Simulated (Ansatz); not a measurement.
**Energy of Al along a strain of the cell**

System: Al (Fmmm, 1 atom in the cell).
Method: DFT PBE, scalar-relativistic, plane waves, PAW, no spin polarisation (Ansatz 0.2.0).

The 8 runs differ only in the geometry, by a strain of the cell at fixed fractional positions. Against run 5, the strain is εxx = −0.03 η, εxy = η and εyy = −0.03 η. The structure derives from a Materials Project entry.

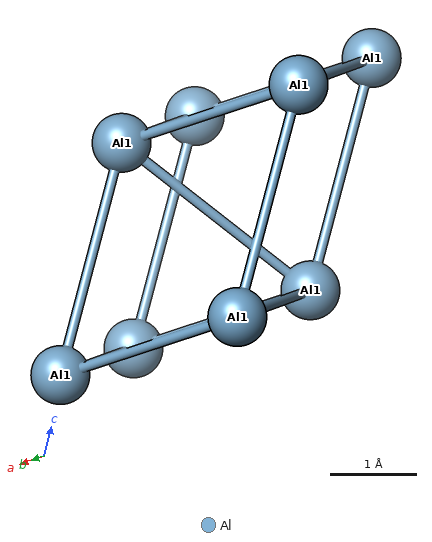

Figure 1. The structure of run 5 (ball-and-stick view of the cell of the calculation, seen at an oblique angle; atoms are numbered from 1 in the order of the input).

## Input of run 5
```yaml
crystal:
  lattice:
    - [-1.5720581845, 1.5720581845, 1.6175102217]
    - [1.5720581845, -1.5720581845, 1.6175102217]
    - [1.6629622589, 1.6629622589, -1.6175102217]
  atoms:
    - { symbol: Al, position: [0.0, 0.0, 0.0] }
basis:
  ecutwfc: 420
kpoints:
  mp_grid: { grid: [26, 26, 26] }
hamiltonian:
  xc: pbe
scf:
  occupations: { method: gaussian, width: 0.15 }
output:
  forces: true
  stress: true
  eigenvalues: true
```

Command:
```bash
ansatz run input.yaml --threads 1 --pin off --max-ram 2560MiB --backend cpu --events-out ev --progress --plain --runs-dir out
```

Lattice vectors (Å) and fractional positions of run 5:
```
  -1.572058    1.572058    1.617510
   1.572058   -1.572058    1.617510
   1.662962    1.662962   -1.617510
Al  0.000000  0.000000  0.000000
```

Run 2 differs from it as follows:
```diff
-    - [-1.5720581845, 1.5720581845, 1.6175102217]
-    - [1.5720581845, -1.5720581845, 1.6175102217]
-    - [1.6629622589, 1.6629622589, -1.6175102217]
+    - [-1.678166855, 1.678166855, 1.6175102217]
+    - [1.678166855, -1.678166855, 1.6175102217]
+    - [1.5568535884, 1.5568535884, -1.6175102217]
```

## Results, with one run withheld

```csv
run,strain parameter η (%),"free energy per atom, from the lowest run given (meV)",pressure (GPa)
1,−10.3181,49.42,2.20
2,−6.5652,?,?
3,−1.8765,0.00,−0.01
4,−0.9357,2.15,0.10
5,0.0000,5.84,0.28
6,1.8765,18.03,0.83
7,2.8172,26.55,1.21
8,3.7530,36.99,1.66
```

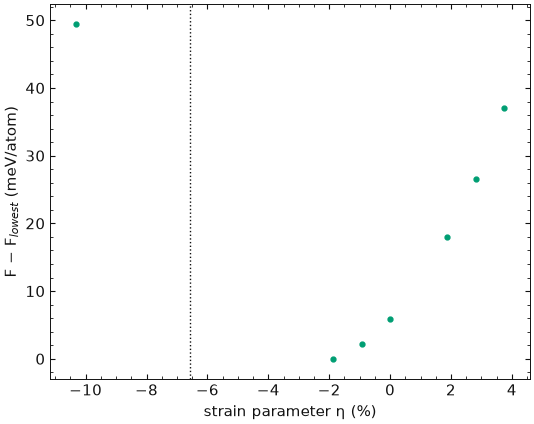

Figure 2. Free energy per atom of the runs given; the dotted line marks run 2.

Fit the runs given and predict run 2.

A cubic polynomial in the coordinate, fitted to the 7 runs given, misses them by at most 0.10 meV per atom. With x = η + 0.6691, it reads F = 3.0048 + 3.5448 x + 0.91218 x² + 0.0047966 x³ (meV per atom). At run 2 it gives 12.83 meV per atom, and the run itself gives 11.19. The fit has its minimum at η = −2.6429 %. So low a polynomial doesn't follow these energies more closely.

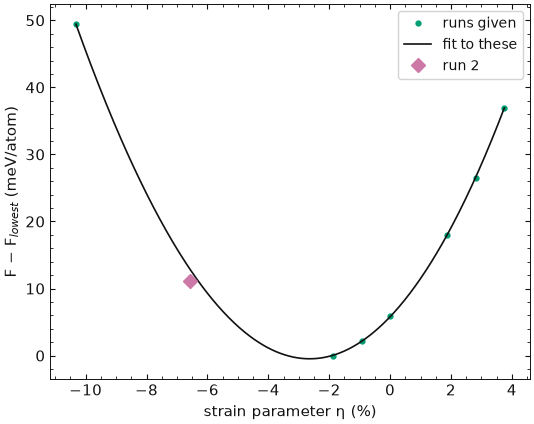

Figure 3. The fit and the withheld run.

## Output, shortened to warnings, some set-up lines, iterations and results (run 2)
```
Basis set: ecut = 420 eV, 329 PW (Γ), exchange–correlation on 40×40×40 points (8 copies of the dense FFT grid, shifted against one another)
Symmetry: 8 space group operations
k-points: 2471 of 17576
Initial density: superposition of atomic densities (neutral atoms: chi_scale 0, normalization atom), corrected by the library's trained network
[...]
SCF iter   1: F=—  HF=-537.397620 eV  |F-HF|=—  |Δ(HF+E_count)|=         —  Δρ=6.90e-4  dr2=6.72e-5  ethr=1.77e-3  ⟨swp⟩=4.6  Hψ=126588  notcnv=0
SCF iter   2: F=—  HF=-537.397628 eV  |F-HF|=—  |Δ(HF+E_count)|=   7.76e-6  Δρ=3.30e-4  dr2=1.48e-5  ethr=2.24e-6  ⟨swp⟩=1.8  Hψ=36637  notcnv=0
SCF iter   3: F=-537.397630 eV  HF=-537.397630 eV  |F-HF|=1.40e-9  |Δ(HF+E_count)|=   1.61e-6  Δρ=1.30e-5  dr2=2.10e-8  ethr=4.93e-7  ⟨swp⟩=1.9  Hψ=16976  notcnv=0
SCF iter   4: F=-537.397630 eV  HF=-537.397630 eV  |F-HF|=8.85e-10  |Δ(HF+E_count)|=   1.82e-9  Δρ=2.61e-6  dr2=3.62e-10  ethr=7.01e-10  ⟨swp⟩=1.9  Hψ=16617  notcnv=0
SCF iter   5: F=-537.397630 eV  HF=-537.397630 eV  |F-HF|=6.93e-12  |Δ(HF+E_count)|=  8.97e-10  Δρ=2.54e-7  dr2=4.06e-12  ethr=1.21e-11  ⟨swp⟩=2.0  Hψ=17603  notcnv=0
SCF iter   6: F=-537.397630 eV  HF=-537.397630 eV  |F-HF|=0.00e0  |Δ(HF+E_count)|=  7.28e-12  Δρ=1.20e-8  dr2=1.52e-14  ethr=1.00e-12  ⟨swp⟩=2.0  Hψ=47651  notcnv=0
SCF 1 converged in 6 iterations: F = -537.397630 eV  dr2 = 1.52e-14
SCF converged after 6 iterations
Free energy (F): -537.397630 eV
Harris-Foulkes:  -537.397630 eV  (|F-HF|=0.00e0)
Internal energy: -537.392773 eV  (E = F + TS)
E sigma→0 (E₀):  -537.395201 eV
Entropy (-TS):   -0.004857 eV (-4.857 meV/atom)
Fermi energy:    7.680857 eV
--- Per-component energies (eV) ---
  E_band       = 10.072841
  E_kinetic    = 22.370884
  E_local      = 9.453687  (includes V_loc(G=0)·N_el)
  E_nonlocal   = 10.496413
  E_hartree    = 0.074051
  E_xc         = -39.582424
  E_vxc        = -28.745309  (∫ρ·V_xc dr)
  E_paw        = -467.318185  (= ΣΔE_a)
  E_vpaw       = -3.650936  (= ΣTr[D̂ρ^β])
  E_aug_tail   = -0.000002  (compensation charges beyond the density's cutoff)
  E_ewald      = -72.887197
  E_smearing   = -0.004857  (= −TS)
  E_closure    = 0.000000  (closes the sum)
  Σ components = -537.397630   (vs F -537.397630, Δ=0.00e0)
--- Forces (eV/Å), atoms counted from 1 ---
  atom   1  Al    -0.00000000     0.00000000    -0.00000000
  max |Σ_I F_I| component: 1.93e-33 eV/Å
--- Stress (GPa, compression-positive) ---
        0.540203       3.054228      -0.000000
        3.054228       0.540203       0.000000
       -0.000000      -0.000000       0.495483
  P = ⅓ Tr σ = 0.5253 GPa (5.253 kbar)
```
